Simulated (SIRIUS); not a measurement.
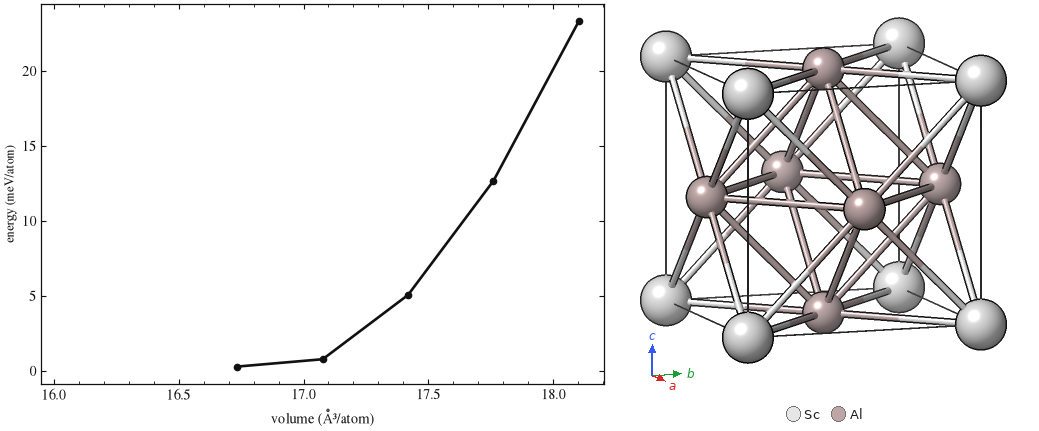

The picture above shows the energy against volume for ScAl₃, space group Pm-3m (No. 221). The conventional cell is drawn beside the plot.

Cell as given: a = 4.088 Å, b = 4.088 Å, c = 4.088 Å, α = 90.00°, β = 90.00°, γ = 90.00°; 4 atoms.

How it was computed, with SIRIUS 7.12.0: all-electron LAPW DFT, no spin polarisation; energies at scaled volumes of the given cell, shape and fractions fixed, counted from the fit's minimum, third-order Birch-Murnaghan fit. Level: PBEsol.

k mesh 7×7×7; occupations Fermi–Dirac; smearing width 0.05 eV; potentials all electron FP LAPW; program settings basis apw+lo standard, gk cutoff 3.67 1/bohr, pw cutoff 20 1/bohr.

The points at volume 16.05 Å³/atom and 16.39 Å³/atom are left out of the plot. What values does the calculation give there?

```json
{"volume (Å³/atom)": "16.05", "energy (meV/atom)": "12.07"}
{"volume (Å³/atom)": "16.39", "energy (meV/atom)": "3.89"}
```
